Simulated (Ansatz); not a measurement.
# WC: what the fields show

```cif
data_structure
_symmetry_space_group_name_H-M 'P 1'
_symmetry_Int_Tables_number 1
_cell_length_a 3.0864
_cell_length_b 3.0864
_cell_length_c 8.8165
_cell_angle_alpha 90.000
_cell_angle_beta 98.049
_cell_angle_gamma 90.000
_cell_volume 83.16
loop_
_atom_site_label
_atom_site_type_symbol
_atom_site_fract_x
_atom_site_fract_y
_atom_site_fract_z
_atom_site_occupancy
W1 W 0.10000 0.25000 0.12500 1
W2 W 0.70000 0.75000 0.37500 1
W3 W 0.30000 0.25000 0.62500 1
W4 W 0.90000 0.75000 0.87500 1
C1 C 0.60000 0.75000 0.12500 1
C2 C 0.20000 0.25000 0.37500 1
C3 C 0.80000 0.75000 0.62500 1
C4 C 0.40000 0.25000 0.87500 1
```

Space group P2₁/m; a structure from a database of computed crystals, not necessarily the ambient phase; not relaxed (largest force 1.4 eV/Å); computed pressure about 2 GPa in this cell.

The calculation used DFT r2SCAN, scalar-relativistic, plane waves, PAW (Ansatz 0.2.0).

The density is the valence pseudo-density of a PAW calculation; it isn't the true density close to the nuclei.

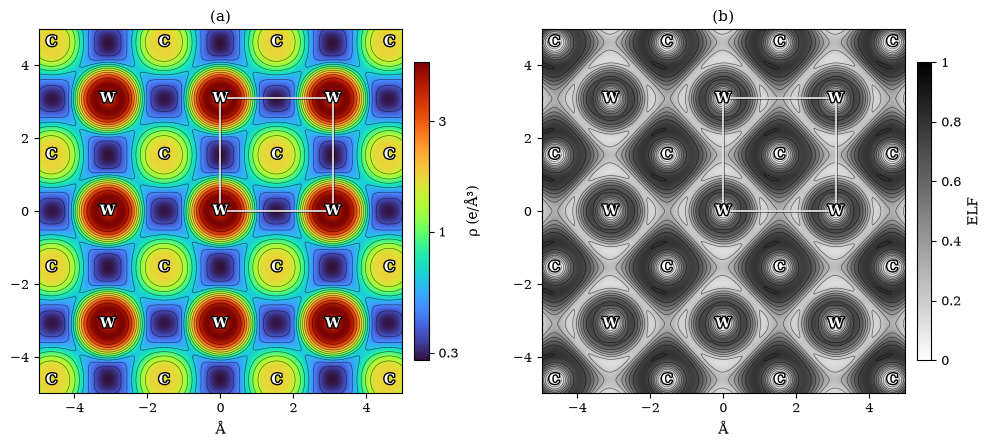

Figure 1. (a) valence electron density; (b) ELF on the (001) plane of the conventional cell.

Question: Describe what can be read from this map.

Answer:
- Atoms in the plane: W and C.
- W–C (2.18 Å): ρ is about 0.64 e/Å³ halfway; the ELF peaks at about 0.75 in the valence shell of C, 0.7 Å from its nucleus, and is about 0.25 at the midpoint.
- Between the atoms the lowest density in this plane is 0.28 e/Å³.
- The features right at W lie inside the PAW spheres, where the map follows smoothed inner orbitals and isn't to be read closely.

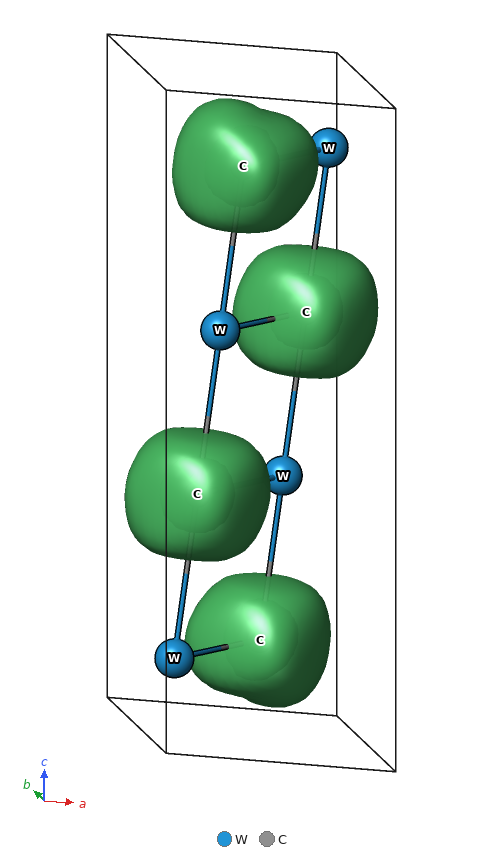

Figure 2. Isosurface of the electron localisation function at 0.65 (green), seen slightly off an axis. Core shells and regions of very low density are left out. Sticks mark near contacts.

Question: Where are the electrons localised?

Answer: The ELF exceeds this value in four regions wrapped around C (the valence shell of each), counted in one cell of 8 atoms. Any copies at cell faces, edges or corners count once. Along the contacts the grid gives the following. W–W (2.69 Å): the ELF is about 0.50 at the midpoint.

Question: Metal or insulator at this level of theory?

Answer: It is gapless in this calculation (a metal or semimetal).
